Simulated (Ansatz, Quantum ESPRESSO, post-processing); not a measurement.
# Ballistic transmission: 1 layers of Mo in Al(111), on the host's sites, part 3 of 3

How well does the junction conduct in the ballistic limit? It is: 1 layers of Mo in Al(111), on the host's sites.

Quantum ESPRESSO 7.5; plane-wave DFT, PBE, GBRV ultrasoft pseudopotentials; cross-check by Ansatz 0.2.0 with PAW datasets.

So far. Step 3 (Transmission with pwcond.x): The run is unpolarised; a magnetic state was not tried, may lie lower and would change T. Step 3 (Transmission with pwcond.x): At no point does T exceed the number of channels.

### Step 4. Transmission with pwcond.x, with ewind = 1.0

Level of this step: transmission by pwcond, lead and junction from one cell; plane-wave DFT, PBE, GBRV ultrasoft pseudopotentials (Quantum ESPRESSO).

A sensitivity test on the input.

Input file cond.w.in:

```
&inputcond
  outdir = './out'
  prefixt = 'scf'
  tran_file = 'cond.w.dat'
  bdl = 2.4494897419
  bds = 17.1113821993
  ikind = 1
  ewind = 1.0
  epsproj = 1e-05
  nz1 = 7
  energy0 = 0.4
  denergy = -0.4
/
10
  0.00000000 0.00000000 0.01562500
  0.00000000 0.12500000 0.09375000
  0.00000000 0.25000000 0.09375000
  0.00000000 0.37500000 0.09375000
  0.00000000 0.50000000 0.04687500
  0.12500000 0.25000000 0.09375000
  0.12500000 0.37500000 0.18750000
  0.12500000 0.50000000 0.18750000
  0.25000000 0.50000000 0.09375000
  0.25000000 0.62500000 0.09375000
3
```

Started as:

```
> OMP_NUM_THREADS=1 mpirun -n 2 pwcond.x -in cond.w.in > cond.w.out
```

Numbers of over 12 decimals in the logs are rounded to 6 here.

What it wrote:

```text
[banner, memory and clock lines left out]
Program PWCOND v.7.5 starts
[citation notice left out]

[...]
./out/scf.save/

     IMPORTANT: XC functional enforced from input :
     Exchange-correlation= PBE
                           (   1   4   3   4   0   0   0)
     Any further DFT definition will be discarded
     Please, verify this is what you really want

     Reading collected, re-writing distributed wavefunctions

===== INPUT FILE containing all the regions =====

     GEOMETRY:

     lattice parameter (alat)  =       5.3984  a.u.
     the volume                =    2331.3712 (a.u.)^3
     the cross section         =      25.2384 (a.u.)^2
     l of the unit cell        =      17.1114 (alat)
     number of atoms/cell      =           21
     number of atomic types    =            2

     crystal axes: (cart. coord. in units of alat)
               a(1) = (  1.0000  0.0000  0.0000 )
               a(2) = (  0.5000  0.8660  0.0000 )
               a(3) = (  0.0000  0.0000 17.1114 )

   Cartesian axes

     site n.     atom                  positions (alat units)
          1        Al     tau(  1)=(  0.0000  0.0000 17.1114  )
          2        Al     tau(  2)=(  0.5000  0.2887  0.8165  )
          3        Al     tau(  3)=(  1.0000  0.5774  1.6330  )
          4        Al     tau(  4)=(  0.0000  0.0000  2.4495  )
          5        Al     tau(  5)=(  0.5000  0.2887  3.2660  )
          6        Al     tau(  6)=(  1.0000  0.5774  4.0825  )
          7        Al     tau(  7)=(  0.0000  0.0000  4.8990  )
          8        Al     tau(  8)=(  0.5000  0.2887  5.7155  )
          9        Al     tau(  9)=(  1.0000  0.5774  6.5320  )
         10        Mo     tau( 10)=(  0.0000  0.0000  7.3309  )
         11        Al     tau( 11)=(  0.5000  0.2887  8.1299  )
         12        Al     tau( 12)=(  1.0000  0.5774  8.9464  )
         13        Al     tau( 13)=(  0.0000  0.0000  9.7629  )
         14        Al     tau( 14)=(  0.5000  0.2887 10.5794  )
         15        Al     tau( 15)=(  1.0000  0.5774 11.3959  )
         16        Al     tau( 16)=(  0.0000  0.0000 12.2124  )
         17        Al     tau( 17)=(  0.5000  0.2887 13.0289  )
         18        Al     tau( 18)=(  1.0000  0.5774 13.8454  )
         19        Al     tau( 19)=(  0.0000  0.0000 14.6619  )
         20        Al     tau( 20)=(  0.5000  0.2887 15.4784  )
         21        Al     tau( 21)=(  1.0000  0.5774 16.2949  )

     nr1s                      =           24
     nr2s                      =           24
     nr3s                      =          375
     nr1sx                     =           24
     nr2sx                     =           24
     nr3sx                     =          375
     nr1                       =           25
     nr2                       =           25
     nr3                       =          432
     nr1x                      =           25
     nr2x                      =           25
     nr3x                      =          432

 _______________________________
  Radii of nonlocal spheres:

     type       ibeta     ang. mom.          radius (alat units)
       Al         1         0                    0.3554
       Al         2         1                    0.3554
       Al         3         2                    0.3554
       Mo         1         0                    0.4142
       Mo         2         0                    0.4142
       Mo         3         1                    0.4142
       Mo         4         1                    0.4142
       Mo         5         2                    0.4142
       Mo         6         2                    0.4142
----- General information -----

--- T calc. with identical leads (ikind=1) ---

     nrx                       =           24
     nry                       =           24
     nz1                       =            7

     energy0               =         4.0E-01
     denergy               =        -4.0E-01
     nenergy               =          3
     ecut2d                =         4.0E+01
     ewind                 =         1.0E+00
     epsproj               =         1.0E-05

     number of k_|| points=   10
                       cryst. coord.
        k(    1) = (   0.0000000   0.0000000), wk =   0.0156250
        k(    2) = (   0.0000000   0.1250000), wk =   0.0937500
[...]
k(   10) = (   0.2500000   0.6250000), wk =   0.0937500
----- Information about left/right lead -----

     nocros                   =            9
     noins                    =           18
     norb                     =           36
     norbf                    =          180
     nrz                      =           54

      iorb      type   ibeta   ang. mom.   m       position (alat)
        1        1       1        0        1   taunew(   1)=(  0.0000  0.0000  0.0000)
        2        1       2        1        1   taunew(   2)=(  0.0000  0.0000  0.0000)
[...]
36        1       3        2        5   taunew(  36)=(  0.0000  0.0000  2.4495)
    k slab    z(k)  z(k+1)     crossing(iorb=1,norb)
    1   0.0000 0.0454 0.0454   111111111000000000000000000000000000
    2   0.0454 0.0907 0.0454   111111111000000000000000000000000000
[...]
54   2.4041 2.4495 0.0454   000000000000000000000000000111111111
----- Information about scattering region -----

     noins                    =          162
     norb                     =          180
     norbf                    =          180
     nrz                      =          321

      iorb      type   ibeta   ang. mom.   m       position (alat)
        1        1       1        0        1   taunew(   1)=(  0.0000  0.0000  0.0000)
        2        1       2        1        1   taunew(   2)=(  0.0000  0.0000  0.0000)
[...]
180        1       3        2        5   taunew( 180)=(  0.0000  0.0000 14.6619)
 ngper, shell number =           85          11
 ngper, n2d =           85          59
---  E-Ef =    0.4000000  k =    0.0000000   0.0000000
---  ie =          1  ik =          1
 Nchannels of the left tip =            1
 Right moving states:
   k1(2pi/a)   k2(2pi/a)   E-Ef (eV)
   0.0053821   0.0000004   0.4000000
 Left moving states:
   k1(2pi/a)   k2(2pi/a)   E-Ef (eV)
  -0.0053821   0.0000004   0.4000000

 to transmit
 Band j to band i transmissions and reflections:
    j         i     |T_ij|^2    |R_ij|^2

    1 -->     1     0.16228     0.83772
   Total T_j, R_j =    0.16228  0.83772

E-Ef(ev), T(x2 spins) =    0.4000000   0.3245657
---  E-Ef =    0.0000000  k =    0.0000000   0.0000000
---  ie =          2  ik =          1
 Nchannels of the left tip =            1
 Right moving states:
   k1(2pi/a)   k2(2pi/a)   E-Ef (eV)
  -0.0304697   0.0000004   0.0000000
 Left moving states:
   k1(2pi/a)   k2(2pi/a)   E-Ef (eV)
   0.0304697   0.0000004   0.0000000

 to transmit
 Band j to band i transmissions and reflections:
    j         i     |T_ij|^2    |R_ij|^2

    1 -->     1     0.14701     0.85299
   Total T_j, R_j =    0.14701  0.85299

E-Ef(ev), T(x2 spins) =    0.0000000   0.2940267
---  E-Ef =   -0.4000000  k =    0.0000000   0.0000000
---  ie =          3  ik =          1
 Nchannels of the left tip =            1
 Right moving states:
   k1(2pi/a)   k2(2pi/a)   E-Ef (eV)
  -0.0668778   0.0000004  -0.4000000
 Left moving states:
   k1(2pi/a)   k2(2pi/a)   E-Ef (eV)
   0.0668778   0.0000004  -0.4000000

 to transmit
 Band j to band i transmissions and reflections:
    j         i     |T_ij|^2    |R_ij|^2

    1 -->     1     0.13021     0.86979
   Total T_j, R_j =    0.13021  0.86979

E-Ef(ev), T(x2 spins) =   -0.4000000   0.2604215
 ngper, shell number =           85          45
 ngper, n2d =           85          58
[... further energies and points left out ...]
---  E-Ef =    0.4000000  k =    0.2500000   0.6250000
---  ie =          1  ik =         10
 Nchannels of the left tip =            1
 Right moving states:
   k1(2pi/a)   k2(2pi/a)   E-Ef (eV)
   0.2415347   0.0000005   0.4000000
 Left moving states:
   k1(2pi/a)   k2(2pi/a)   E-Ef (eV)
  -0.2415347   0.0000005   0.4000000

 to transmit
 Band j to band i transmissions and reflections:
    j         i     |T_ij|^2    |R_ij|^2

    1 -->     1     0.18133     0.81867
   Total T_j, R_j =    0.18133  0.81867

E-Ef(ev), T(x2 spins) =    0.4000000   0.3626548
---  E-Ef =    0.0000000  k =    0.2500000   0.6250000
---  ie =          2  ik =         10
 Nchannels of the left tip =            1
 Right moving states:
   k1(2pi/a)   k2(2pi/a)   E-Ef (eV)
   0.1731792   0.0000005   0.0000000
 Left moving states:
   k1(2pi/a)   k2(2pi/a)   E-Ef (eV)
  -0.1731792   0.0000005   0.0000000

 to transmit
 Band j to band i transmissions and reflections:
    j         i     |T_ij|^2    |R_ij|^2

    1 -->     1     0.15725     0.84275
   Total T_j, R_j =    0.15725  0.84275

E-Ef(ev), T(x2 spins) =    0.0000000   0.3144993
---  E-Ef =   -0.4000000  k =    0.2500000   0.6250000
---  ie =          3  ik =         10
 Nchannels of the left tip =            1
 Right moving states:
   k1(2pi/a)   k2(2pi/a)   E-Ef (eV)
   0.0848178   0.0000005  -0.4000000
 Left moving states:
   k1(2pi/a)   k2(2pi/a)   E-Ef (eV)
  -0.0848178   0.0000005  -0.4000000

 to transmit
 Band j to band i transmissions and reflections:
    j         i     |T_ij|^2    |R_ij|^2

    1 -->     1     0.00764     0.99236
   Total T_j, R_j =    0.00764  0.99236

E-Ef(ev), T(x2 spins) =   -0.4000000   0.0152782
   T_tot     0.40000      0.17625E+01
   T_tot     0.00000      0.11867E+01
   T_tot    -0.40000      0.12536E+01

[...]
```

Elapsed: 42 s, on 2 MPI ranks of Arm Neoverse V2, shared host; peak memory 0.2 GiB; 83 s of CPU time.

The changed values were drawn from a wide range, not chosen for quality; the comparison shows what they did here together.

Beside the run it was changed from:

```tsv
quantity	this run	unchanged run	difference
transmission at the Fermi level, one spin	0.5933	0.5928	5.1e-4
lead channels at the Fermi level, one spin	1.141	1.141	0
wall time (s)	42	59
```

Over all energies T moves by up to 5.1e-4, at 0 eV.

The physical values in this table move by up to 0.086 %.

### Step 5. The same in Ansatz

A second code with its own PAW datasets, on the same atoms.

Level of this step: plane-wave DFT, PBE, Ansatz PAW (Ansatz 0.2.0).

Input file input.yaml:

```yaml
crystal:
  lattice:
    - [2.856711396, 0.0, 0.0]
    - [1.428355698, 2.4739846402, 0.0]
    - [0.0, 0.0, 48.882280532]
  atoms:
    - { symbol: Al, position: [0.0, 0.0, 0.0] }
    - { symbol: Al, position: [0.333333333, 0.333333333, 0.0477165767] }
    - { symbol: Al, position: [0.666666667, 0.666666667, 0.0954331534] }
    - { symbol: Al, position: [0.0, 0.0, 0.1431497301] }
    - { symbol: Al, position: [0.333333333, 0.333333333, 0.1908663067] }
    - { symbol: Al, position: [0.666666667, 0.666666667, 0.2385828834] }
    - { symbol: Al, position: [0.0, 0.0, 0.2862994601] }
    - { symbol: Al, position: [0.333333333, 0.333333333, 0.3340160368] }
    - { symbol: Al, position: [0.666666667, 0.666666667, 0.3817326135] }
    - { symbol: Mo, position: [0.0, 0.0, 0.428425135] }
    - { symbol: Al, position: [0.333333333, 0.333333333, 0.4751176565] }
    - { symbol: Al, position: [0.666666667, 0.666666667, 0.5228342332] }
    - { symbol: Al, position: [0.0, 0.0, 0.5705508098] }
    - { symbol: Al, position: [0.333333333, 0.333333333, 0.6182673865] }
    - { symbol: Al, position: [0.666666667, 0.666666667, 0.6659839632] }
    - { symbol: Al, position: [0.0, 0.0, 0.7137005399] }
    - { symbol: Al, position: [0.333333333, 0.333333333, 0.7614171166] }
    - { symbol: Al, position: [0.666666667, 0.666666667, 0.8091336933] }
    - { symbol: Al, position: [0.0, 0.0, 0.8568502699] }
    - { symbol: Al, position: [0.333333333, 0.333333333, 0.9045668466] }
    - { symbol: Al, position: [0.666666667, 0.666666667, 0.9522834233] }
kpoints:
  mp_grid: { grid: [10, 10, 1] }
hamiltonian:
  xc: pbe
scf:
  occupations: { method: fermi_dirac, width: 0.1 }
  convergence: { dr2_threshold: 1.0e-08 }
output:
  transmission: { leads: [[0, 3]], e_range: [-0.4, 0.4], de: 0.4, kmesh: [8, 8] }
  write_potential: true
  write_density: true
  volumetric_format: npy
```

Started as:

```
> ansatz run input.yaml --threads 2 --pin off --max-ram 4096MiB --backend cpu --events-out ev --progress --plain --runs-dir out
```

What it wrote:

```text
Engine: ansatz 0.2.0, aarch64-unknown-linux-gnu
Pseudopotentials: kind: paw
Pseudopotential: Al, paw, valence charge 3, recommended cutoff 420 eV (normal), Al.paw.azcp
Pseudopotential: Mo, paw, valence charge 14, recommended cutoff 420 eV (normal), Mo.paw.azcp
Functional definition: PBE
  parameter kappa = 0.804
  parameter beta = 0.066725
  exchange = pbe_x(kappa = kappa, mu = beta*pi^2/3)
  correlation = pbe_c(beta = beta)
Crystal: 21 atoms, lattice volume = 345.474 Å³
Basis set: ecut = 420 eV, 6775 PW (Γ)
Bands: 58, of which v1, the nominal top of the filled ones, is band 37 counted from 1 (36 counted from 0)
Symmetry: 12 space group operations
Space group: P-3m1 (ITA 164), of the structure as read, at distance tolerance 7.0e-5 Å
k-points: 14 of 100
Non-local potential: Al, projectors of the file, l = 0: 2, l = 1: 2, l = 2: 1
Non-local potential: Mo, projectors of the file, l = 0: 3, l = 1: 2, l = 2: 2, l = 3: 1
PAW form: soft (Blöchl's): semilocal exchange-correlation on the pseudo side does not see the compensation charge
PAW one-centre angular grid: Al, 110 points (default); XC on 64 Gauss nodes
PAW one-centre angular grid: Mo, 590 points (default); XC on 64 Gauss nodes
Initial density: superposition of atomic densities (neutral atoms: chi_scale 0, normalization atom), corrected by the library's trained network
Initial wavefunctions: pseudopotential atomic-orbital guess
Functional: x = pbe(κ = 0.804, μ = 0.219515), c = pbe(β = 0.066725)
SCF iter   1: F=—  HF=-15706.371300 eV  |F-HF|=—  |Δ(HF+E_count)|=         —  Δρ=1.01e-2  dr2=3.11e1  ethr=1.77e-3  ⟨swp⟩=7.9  Hψ=3855  notcnv=0  defer=27
preconditioner: auto → Kerker (q_TF=auto, 2.110 Å⁻¹)  [metal: Δε(μ)=0.018 eV  Ē_g=6.956 eV  σ=0.100 eV  W_gap=0.04  n_scr=32 (ndim 8)  ℏωp=16.2 eV  f_vac=0.000  D(μ)=9.32/eV (n_scr^D=34)]
SCF iter   2: F=—  HF=-15706.251692 eV  |F-HF|=—  |Δ(HF+E_count)|=   1.20e-1  Δρ=4.94e-3  dr2=9.83e0  ethr=1.77e-3  ⟨swp⟩=1.3  Hψ=944  notcnv=0  defer=24
SCF iter   3: F=—  HF=-15706.189962 eV  |F-HF|=—  |Δ(HF+E_count)|=   6.17e-2  Δρ=1.12e-3  dr2=3.61e-1  ethr=1.77e-3  ⟨swp⟩=1.0  Hψ=739  notcnv=0  defer=24
SCF iter   4: F=—  HF=-15706.187696 eV  |F-HF|=—  |Δ(HF+E_count)|=   2.27e-3  Δρ=2.25e-4  dr2=3.34e-3  ethr=4.88e-4  ⟨swp⟩=1.1  Hψ=862  notcnv=0  defer=36
SCF iter   5: F=—  HF=-15706.187712 eV  |F-HF|=—  |Δ(HF+E_count)|=   1.55e-5  Δρ=5.81e-5  dr2=1.88e-4  ethr=4.52e-6  ⟨swp⟩=1.2  Hψ=755  notcnv=0  defer=36
SCF iter   6: F=—  HF=-15706.187716 eV  |F-HF|=—  |Δ(HF+E_count)|=   3.91e-6  Δρ=1.24e-5  dr2=8.30e-6  ethr=2.54e-7  ⟨swp⟩=1.3  Hψ=781  notcnv=0  defer=36
SCF iter   7: F=—  HF=-15706.187722 eV  |F-HF|=—  |Δ(HF+E_count)|=   5.83e-6  Δρ=2.31e-6  dr2=2.98e-7  ethr=1.12e-8  ⟨swp⟩=1.4  Hψ=799  notcnv=0  defer=43
SCF iter   8: F=-15706.187722 eV  HF=-15706.187722 eV  |F-HF|=4.13e-9  |Δ(HF+E_count)|=   7.31e-9  Δρ=3.42e-7  dr2=4.33e-9  ethr=1.35e-11  ⟨swp⟩=14.9  Hψ=3934  notcnv=0
SCF 1 converged in 8 iterations: F = -15706.187722 eV  dr2 = 4.33e-9
  greatest PAW one-centre occupation: 0.998 electrons in one spin orbital (limit 2), on the Mo atom at site 9 (counted from 0), in its partial waves of l = 0
transmission: 62 of 620 steps passed
transmission: 124 of 620 steps passed
[...]
transmission: 620 of 620 steps passed
SCF converged after 8 iterations
Free energy (F): -15706.187722 eV
Harris-Foulkes:  -15706.187722 eV  (|F-HF|=4.13e-9)
Internal energy: -15705.852352 eV  (E = F + TS)
E sigma→0 (E₀):  -15706.020037 eV
Entropy (-TS):   -0.335370 eV (-15.970 meV/atom)
Fermi energy:    8.573941 eV
--- Per-component energies (eV) ---
  E_band       = 21.218580
  E_kinetic    = 895.667390
  E_local      = -12787.097652  (includes V_loc(G=0)·N_el)
  E_nonlocal   = 349.095590
  E_hartree    = 6294.122662
  E_xc         = -977.723463
  E_vxc        = -807.591123  (∫ρ·V_xc dr)
  E_paw        = -12548.040604  (= ΣΔE_a)
  E_vpaw       = -217.092057  (= ΣTr[D̂ρ^β])
  E_aug_tail   = -0.000004  (compensation charges beyond the density's cutoff)
  E_ewald      = 3068.123730
  E_smearing   = -0.335370  (= −TS)
  E_closure    = -0.000000  (closes the sum)
  Σ components = -15706.187722   (vs F -15706.187722, Δ=0.00e0)
--- Band table (eV; the first three rows and the last of 14) ---
  k-point 0: bands = [... 33 lower, 8.3364, 9.3269, 9.9113, 10.3648, 10.3648, 10.9923, 11.5860, 12.7361, ... 17 higher]
  k-point 1: bands = [... 33 lower, 8.5408, 9.3185, 10.1056, 10.1798, 10.2459, 11.3566, 11.7689, 13.0057, ... 17 higher]
  k-point 2: bands = [... 33 lower, 9.2844, 9.3256, 9.9551, 10.4115, 10.6708, 11.6196, 12.1718, 12.3440, ... 17 higher]
  k-point 13: bands = [... 33 lower, 6.7152, 6.8213, 6.8935, 6.9706, 7.0470, 7.0690, 7.1860, 7.1969, ... 17 higher]
--- Transmission ---
  basis      : 61 plane waves across, 62 finite elements along
  points     : 10, standing for a mesh of 8 x 8
  energies   : 3 from -0.400000 to 0.400000 eV about the Fermi level, 0.400000 eV apart; the leads are filled to 0.000000 eV, and channels, transmission and decay are at 0.000000 eV
  crystal 0  : Al3, at the sites [0, 3], period 6.9975 Å, over 46.65 Å; its Hamiltonian steps by up to 7.9 meV
    offset         : up to 0.0000 Å between an atom of the period and one for which it stands
    channels       : 1.140625e0 a spin
    conductance    : none, the energies end too early or step too widely for 300 K: set another output.transmission.e_range or a lower de, or, where they end at an eighth of basis.ecutwfc, a higher one
  junction   : crystal 0 to crystal 0, -2.80 to 39.08 Å
    transmission   : 5.664951e-1 a spin
    conductance    : none, the energies end too early or step too widely for 300 K: set another output.transmission.e_range or a lower de, or, where they end at an eighth of basis.ecutwfc, a higher one
```

The job ended after 16 s (2 threads; peak memory 0.69 GiB).

Numbers from this step:

```
free energy                                  : -15706.1877 eV
energy at zero smearing                      : -15706.0200 eV
smearing term TS                             : 0.3354 eV
Fermi energy                                 : 8.574 eV
symmetry operations                          : 12
transmission at the Fermi level, one spin    : 0.5665
step of the lead's Hamiltonian over a period : 7.9 meV
```

Per spin; mean over the k mesh across the current. Table of transmission, zone mean by energy, zero at the Fermi level:

```tsv
energy (eV)	transmission, zone mean
-0.400	0.727
0.000	0.566
0.400	0.841
```

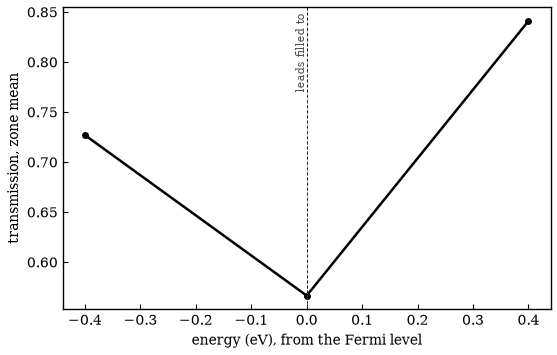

Transmission, zone mean against energy.

Per spin; mean over the k mesh across the current. The open channels, zone mean by energy, zero at the Fermi level:

```tsv
energy (eV)	open channels, zone mean
-0.400	1.52
0.000	1.14
0.400	1.42
```

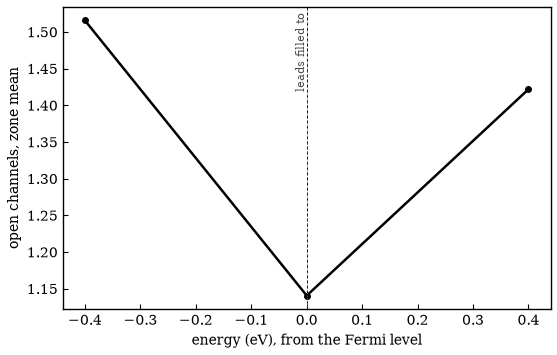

Open channels, zone mean against energy.

Ansatz finds T = 0.566 against pwcond's 0.593.

### Step 6. All levels side by side

All levels:

```tsv
step	T at the Fermi level (per spin)	conductance (G0)	r.m.s. T(E) from the first	CPU time of the step (s)	peak memory (GiB)
Ansatz	0.5665	-	0	30.62	0.692
pwcond	0.5928	0.5928	0.06395	117.7	0.2
pwcond, changed setting	0.5933	0.5933	0.06419	83.07	0.2
```

Per spin; mean over the k mesh across the current. Transmission, zone mean against energy, zero at the Fermi level:

```tsv
energy (eV)	Ansatz	pwcond	pwcond, changed setting
-0.400	0.727	0.627	0.627
0.000	0.566	0.593	0.593
0.400	0.841	0.881	0.881
```

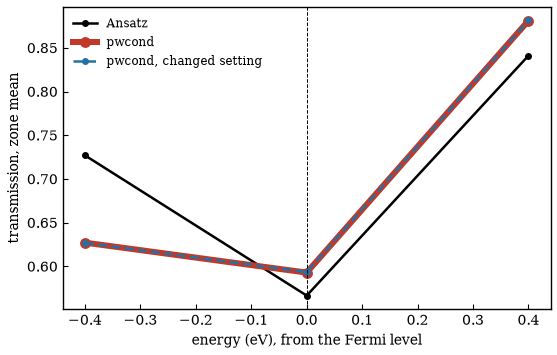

Transmission, zone mean against energy.

### Step 7. By hand

The Landauer sum over the mesh, Σ w T = 0.1875 × 0.629 + 0.0938 × 1.03 + 0.1875 × 0.49 + … = 0.5928.

G = 0.593 × 77.48 µS = 45.9 µS a cell. Times the area of 7.067 Å², the resistance-area product is A/G = 1.54 fΩ m², the leads' contact resistance included.

Free electrons at 3 an atom (3 atoms in 49.5 Å³) have k_F = 1.753 1/Å and offer A k_F²/4π = 1.73 channels per spin; the lead has 1.14 on this mesh.

### Step 8. Summary of results

* conductance from T at the Fermi level, a cell (G₀ = 2e²/h): 0.593 G₀
* conductance per area: 650 S/μm²
* lead channels per spin: 1.14
* the same conductance by Ansatz: 0.566 G₀

In words: The junction conducts 0.593 G₀ a cell at the Fermi level (PBE, GBRV ultrasoft). At the Fermi level the junction passes 52 % of what the leads offer. At the Fermi level pwcond and Ansatz differ by 4.6 %, a close match. The mean rests on 10 distinct points, the heaviest weighing 0.19, and the mesh was not tested, so even the second digit is unsure. Over -0.4 to 0.4 eV, T lies between 0.59 and 0.88 per spin. The geometry is as built, not relaxed, and the leads are short.

[Logs are printed without paths, hosts, clocks, repeated set-up lines and the standing remarks that a program may print on its own settings, such as how far it seeks lower states.]

[Hosts, paths, dates, database ids (printed as entryN), source tags and the programs' standing remarks are cut or masked in the printed files.]

[Maps of the electrostatic potential energy from Ansatz leave out the sawtooth potential of an applied field or a dipole correction, so their vacuum need not be flat; planar profiles and work functions include it.]
